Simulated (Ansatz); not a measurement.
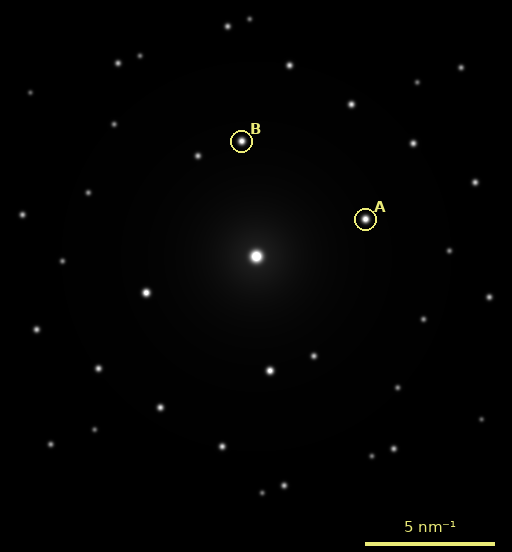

Kinematic zone-axis pattern, calculated for 80 keV electrons with B = 0.5 Å². Two individuals of a reflection twin are superposed (a geometric construction: whether this twin forms is not tested; the second individual is smaller and so fainter). Crystal: Ir, space group Pm-3n (No. 223), a = 4.961 Å, zone axis [211]. Structure: coordinates from a relaxation with Ansatz 0.2.0, DFT, revPBE, plane waves (420 eV) with PAW, scalar-relativistic; the starting structure was generated, so it need not be a known form of this composition.

```cif
data_structure
_symmetry_space_group_name_H-M 'Pm-3n'
_symmetry_Int_Tables_number 223
_cell_length_a 4.9608
_cell_length_b 4.9608
_cell_length_c 4.9608
_cell_angle_alpha 90.000
_cell_angle_beta 90.000
_cell_angle_gamma 90.000
_cell_volume 122.08
loop_
_atom_site_label
_atom_site_type_symbol
_atom_site_symmetry_multiplicity
_atom_site_Wyckoff_symbol
_atom_site_fract_x
_atom_site_fract_y
_atom_site_fract_z
_atom_site_occupancy
Ir1 Ir 2 a 0.00000 0.00000 0.00000 1
Ir2 Ir 6 c 0.25000 0.00000 0.50000 1
```

In the first individual spot A is -1 2 0 and spot B is -1 0 2.

Question: Find the twin plane.

Answer: (1-20). The spot positions of the combined pattern are mirror-symmetric about the row through 1 -2 0 (d = 2.219 Å), which both individuals share, while a single individual has only symmetry 2mm without that mirror line. Friedel's law adds the mirror line at right angles, so a twin on (21-5) would give the same picture; the more widely spaced plane was used.

Question: Which other reflections coincide?

Answer: Within the frame only the reflections of the common row coincide.
